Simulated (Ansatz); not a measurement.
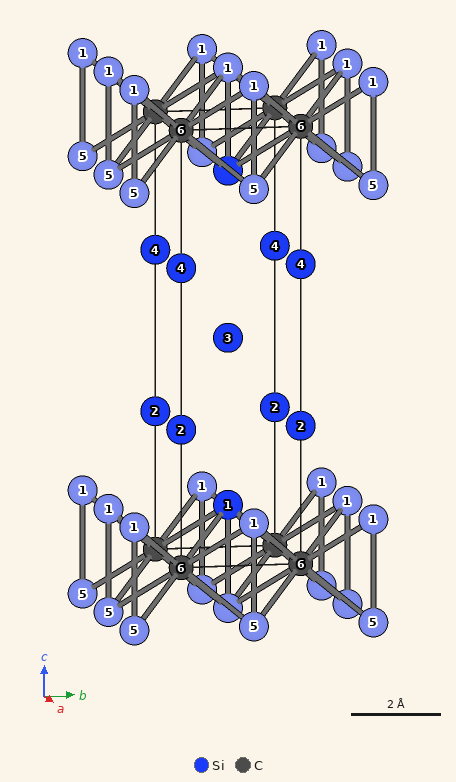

The structure as given in the input (ball-and-stick view of the cell of the calculation, seen slightly off an axis; neighbours outside the cell are drawn fainter; atoms are numbered from 1 in the order of the input). An atom can appear more than once, as a periodic image.

Single-point calculation, with input and output: Si$_{5}$C

The run: single-point calculation of Si$_{5}$C (P4/mmm, 6 atoms in the cell). Method and program: DFT, PBE, plane waves, PAW, no spin polarisation (Ansatz 0.2.0).

The structure was made by a generator, so it may or may not be a known phase. Figures and captions count atoms from 1; the log counts them from 0 in places.

**Output**
```
Engine: ansatz 0.2.0, x86_64-unknown-linux-gnu
Pseudopotentials: kind: paw
Pseudopotential: Si, paw, valence charge 4, recommended cutoff 420 eV (normal), Si.paw.azcp
Pseudopotential: C, paw, valence charge 4, recommended cutoff 420 eV (normal), C.paw.azcp
Functional definition: PBE
  parameter kappa = 0.804
  parameter beta = 0.06672455060314922
  exchange = pbe_x(kappa = kappa, mu = beta*pi^2/3)
  correlation = pbe_c(beta = beta)
Crystal: 6 atoms, lattice volume = 75.867 Å³
Basis set: ecut = 700 eV, 3191 PW (Γ), exchange–correlation on 48×48×180 points (8 copies of the dense FFT grid, shifted against one another)
Bands: 18, of which v1, the nominal top of the filled ones, is band 12 counted from 1 (11 counted from 0)
Symmetry: 16 space group operations
Space group: P4/mmm (ITA 123), of the structure as read, at distance tolerance 4.2e-5 Å
k-points: 108 of 784
Non-local potential: Si, projectors of the file, l = 0: 2, l = 1: 2, l = 2: 2
Non-local potential: C, projectors of the file, l = 0: 2, l = 1: 2, l = 2: 1
PAW form: soft (Blöchl's): semilocal exchange-correlation on the pseudo side does not see the compensation charge
PAW one-centre angular grid: Si, 110 points (default); XC on 64 Gauss nodes
PAW one-centre angular grid: C, 110 points (default); XC on 64 Gauss nodes
Initial density: superposition of atomic densities (neutral atoms: chi_scale 0, normalization atom), corrected by the library's trained network
Initial wavefunctions: pseudopotential atomic-orbital guess
Functional: x = pbe(κ = 0.804, μ = 0.2195149727645171), c = pbe(β = 0.06672455060314922)
SCF iter   1: F=—  HF=-3424.497042 eV  |F-HF|=—  |Δ(HF+E_count)|=         —  Δρ=5.04e-3  dr2=2.25e-1  ethr=1.77e-3  ⟨swp⟩=6.2  Hψ=26211  notcnv=0  defer=109
automatic band count: the SCF goes on with 24 bands, as 18 were too few: the levels above may hold too much charge
preconditioner: auto → none  [metal: Δε(μ)=0.007 eV  Ē_g=10.745 eV  σ=0.100 eV  W_gap=0.04  n_scr=6 (ndim 8)  ℏωp=20.9 eV  f_vac=0.000  D(μ)=3.11/eV (n_scr^D=28)  sad-step TF]
SCF iter   2: F=—  HF=-3424.495944 eV  |F-HF|=—  |Δ(HF+E_count)|=   1.10e-3  Δρ=4.89e-3  dr2=2.16e-1  ethr=9.37e-4  ⟨swp⟩=1.0  Hψ=3456  notcnv=0  defer=148
SCF iter   3: F=—  HF=-3424.484864 eV  |F-HF|=—  |Δ(HF+E_count)|=   1.11e-2  Δρ=1.80e-3  dr2=2.28e-2  ethr=9.01e-4  ⟨swp⟩=1.6  Hψ=2153  notcnv=0  defer=148
SCF iter   4: F=—  HF=-3424.483021 eV  |F-HF|=—  |Δ(HF+E_count)|=   1.84e-3  Δρ=5.72e-4  dr2=5.01e-4  ethr=9.48e-5  ⟨swp⟩=1.0  Hψ=3126  notcnv=0  defer=170
SCF iter   5: F=—  HF=-3424.482932 eV  |F-HF|=—  |Δ(HF+E_count)|=   8.93e-5  Δρ=2.01e-4  dr2=6.83e-5  ethr=2.09e-6  ⟨swp⟩=2.4  Hψ=3075  notcnv=0  defer=170
SCF iter   6: F=—  HF=-3424.482933 eV  |F-HF|=—  |Δ(HF+E_count)|=   1.29e-6  Δρ=7.71e-5  dr2=7.14e-6  ethr=2.85e-7  ⟨swp⟩=1.1  Hψ=2276  notcnv=0  defer=179
SCF iter   7: F=—  HF=-3424.482933 eV  |F-HF|=—  |Δ(HF+E_count)|=   1.19e-7  Δρ=1.44e-5  dr2=2.23e-7  ethr=2.98e-8  ⟨swp⟩=1.7  Hψ=2554  notcnv=0  defer=179
SCF iter   8: F=-3424.482933 eV  HF=-3424.482933 eV  |F-HF|=8.73e-11  |Δ(HF+E_count)|=   1.56e-8  Δρ=1.40e-6  dr2=1.03e-9  ethr=4.17e-10  ⟨swp⟩=9.1  Hψ=12598  notcnv=0
SCF 1 converged in 8 iterations: F = -3424.482933 eV  dr2 = 1.03e-9
  greatest PAW one-centre occupation: 0.684 electrons in one spin orbital (limit 2), on the Si atom at site 3 (counted from 0), in its partial waves of l = 0
SCF converged after 8 iterations
Free energy (F): -3424.482933 eV
Harris-Foulkes:  -3424.482933 eV  (|F-HF|=8.73e-11)
Internal energy: -3424.468515 eV  (E = F + TS)
E sigma→0 (E₀):  -3424.475724 eV
Entropy (-TS):   -0.014418 eV (-2.403 meV/atom)
Fermi energy:    11.262710 eV
--- Per-component energies (eV) ---
  E_band       = 125.308546
  E_kinetic    = 293.378568
  E_local      = -148.436100  (includes V_loc(G=0)·N_el)
  E_nonlocal   = 153.048459
  E_hartree    = 70.950847
  E_xc         = -328.866463
  E_vxc        = -299.791740  (∫ρ·V_xc dr)
  E_paw        = -2658.844456  (= ΣΔE_a)
  E_vpaw       = -14.792178  (= ΣTr[D̂ρ^β])
  E_aug_tail   = 0.000005  (compensation charges beyond the density's cutoff)
  E_ewald      = -805.699375
  E_smearing   = -0.014418  (= −TS)
  E_closure    = -0.000000  (closes the sum)
  Σ components = -3424.482933   (vs F -3424.482933, Δ=0.00e0)
--- Forces (eV/Å), atoms counted from 1 ---
  atom   1  Si     0.00000000     0.00000000     0.00876242
  atom   2  Si     0.00000000     0.00000000     0.00063253
  atom   3  Si    -0.00000000     0.00000000     0.00000000
  atom   4  Si     0.00000000     0.00000000    -0.00063253
  atom   5  Si     0.00000000     0.00000000    -0.00876242
  atom   6  C      0.00000000     0.00000000     0.00000000
  max |Σ_I F_I| component: 2.16e-32 eV/Å
--- Stress (GPa, compression-positive) ---
        0.028612       0.000000       0.000000
        0.000000       0.028612       0.000000
        0.000000       0.000000      -0.028144
  P = ⅓ Tr σ = 0.0097 GPa (0.097 kbar)
--- Band table (eV; the first three rows and the last of 108) ---
  k-point 0: bands = ["-5.0346", "-2.6790", "-1.8215", "1.7950", "1.8504", "7.8961", "9.2004", "9.9481", "9.9481", "12.6826", "14.4597", "14.4597", "15.4145", "15.4226", "15.4782", "15.4782", "16.7323", "16.9741", "17.9059", "18.1332", "18.1332", "18.3441", "18.7949", "18.7949"]
  k-point 1: bands = ["-5.0271", "-2.8519", "-1.4139", "0.5634", "3.2563", "6.5652", "9.9483", "9.9483", "10.5945", "12.6551", "14.3942", "14.3942", "14.7189", "15.5030", "15.7048", "15.7048", "16.2217", "17.4311", "17.4311", "17.6549", "17.7910", "18.0860", "19.6343", "19.6343"]
  k-point 2: bands = ["-5.0195", "-2.9708", "-0.7447", "-0.3347", "4.6981", "5.0104", "9.9485", "9.9485", "12.1421", "12.3102", "13.7240", "14.3408", "14.3408", "15.7238", "15.8264", "16.0231", "16.0231", "16.9045", "16.9045", "17.5505", "18.2583", "18.5602", "18.6381", "19.4449"]
  k-point 107: bands = ["2.0338", "3.9410", "3.9410", "5.1221", "6.0150", "6.0150", "6.5439", "6.8724", "8.0793", "8.0793", "8.2120", "8.4544", "8.7743", "8.7743", "9.2773", "9.4824", "12.5904", "13.3015", "13.5477", "13.6662", "13.6662", "13.7146", "13.7146", "16.5460"]
```

This output came from the following input.

**Input file**
```yaml
crystal:
  lattice:
    - [2.7568976129, 0.0, 0.0]
    - [0.0, 2.7568976129, 0.0]
    - [0.0, 0.0, 9.9818885455]
  atoms:
    - { symbol: Si, position: [0.5, 0.5, 0.1179219006] }
    - { symbol: Si, position: [0.0, 0.0, 0.3153108489] }
    - { symbol: Si, position: [0.5, 0.5, 0.5] }
    - { symbol: Si, position: [0.0, 0.0, 0.6846891511] }
    - { symbol: Si, position: [0.5, 0.5, 0.8820780994] }
    - { symbol: C, position: [0.0, 0.0, 0.0] }
basis:
  ecutwfc: "700 eV"
kpoints:
  mp_grid: { grid: [14, 14, 4] }
hamiltonian:
  xc: pbe
scf:
  occupations: { method: gaussian, width: 0.1 }
output:
  forces: true
  eigenvalues: true
  stress: true
```

Run as:
```bash
ansatz run input.yaml --threads 1 --pin off --max-ram 2560MiB --backend cpu --events-out ev --progress --plain --runs-dir out
```

**Results in brief**

```csv
quantity,value
outcome,converged
space group (tolerance 0.01 Å),P4/mmm (123)
electrons treated,24
free energy,−3424.4829 eV
Fermi energy,11.263 eV
gap on the k-point mesh,none (metallic)
pressure,0.01 GPa
largest force (length of the vector),0.009 eV/Å
hardware,"1 thread of Intel Xeon @ 2.50GHz (Skylake/Cascade Lake), 189 GiB of memory available, shared host"
wall time,48 s
peak memory,0.61 GiB
```

**Notes**

Settings chosen away from the usual ones: basis.ecutwfc set to 700 eV (from 420).
